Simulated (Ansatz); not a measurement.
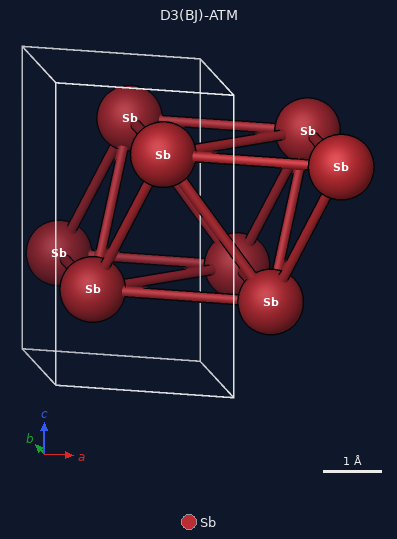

Crystalline Sb (set up in P6_3/mmc), relaxed (cell and atoms) with several dispersion corrections. The picture shows the result with D3(BJ)-ATM. The picture is a ball-and-stick view of the cell of the calculation, repeated 2 × 2 × 1 with one cell outlined, seen slightly off an axis.

Computed with Ansatz 0.2.0: PBEsol, Ansatz PAW. Set-up: plane-wave cutoff 420 eV; k-point mesh 9 × 9 × 5; occupations fermi-dirac; smearing width 0.05 eV; no spin polarisation; cell and atoms relaxed; force threshold 0.01 eV/Å.

| dispersion correction | volume (Å³/atom) | a (Å) | c (Å) |
| --- | --- | --- | --- |
| D3(BJ)-ATM | 24.856 | 3.277 | 5.345 |
| D4 | ? | ? | ? |
| none | 26.036 | 3.354 | 5.344 |
| D3(BJ) | 24.719 | 3.271 | 5.335 |

Q: Estimate the missing row from the others, and compare with the calculation.

A: With D4 the volume falls between D3(BJ)-ATM (24.856) and none (26.036). The calculation gives 25.221 Å³/atom (a = 3.295 Å, c = 5.366 Å). In order of volume: D3(BJ) < D3(BJ)-ATM < D4 < none; the spread is 5.3 %.
